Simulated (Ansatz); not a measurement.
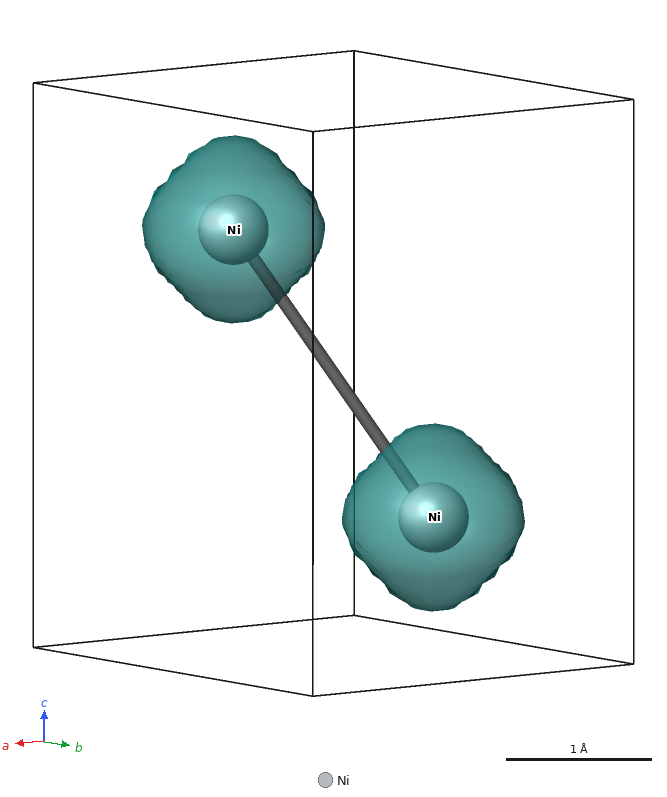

*Ni. Isosurfaces of the magnetisation density (up minus down) at +0.2 (teal) and −0.2 e/Å³ (pink), seen at an oblique angle. Sticks mark near contacts.*

Space group P6₃/mmc; a structure from a database of computed crystals, not necessarily the ambient phase; computed pressure about 9 GPa in this cell; spin-polarised.

These are results of Ansatz, Kohn-Sham DFT of a periodic cell, r2SCAN, Ansatz PAW, not measurements.

The density is the valence pseudo-density of a PAW calculation; it isn't the true density close to the nuclei.

```cif
data_structure
_symmetry_space_group_name_H-M 'P 1'
_symmetry_Int_Tables_number 1
_cell_length_a 2.4149
_cell_length_b 2.4149
_cell_length_c 4.0178
_cell_angle_alpha 90.000
_cell_angle_beta 90.000
_cell_angle_gamma 120.000
_cell_volume 20.29
loop_
_atom_site_label
_atom_site_type_symbol
_atom_site_fract_x
_atom_site_fract_y
_atom_site_fract_z
_atom_site_occupancy
Ni1 Ni 0.66667 0.33333 0.75000 1
Ni2 Ni 0.33333 0.66667 0.25000 1
```

Question: Where is the spin, and how is it ordered?

Answer: The spin density sits on Ni: +0.8 μB (×2) in one cell of 2 atoms: parallel moments (a ferromagnetic arrangement) in this solution. The cell of the calculation (2 atoms) carries 1.4 μB of net spin moment. Only one sign reaches the isovalue.
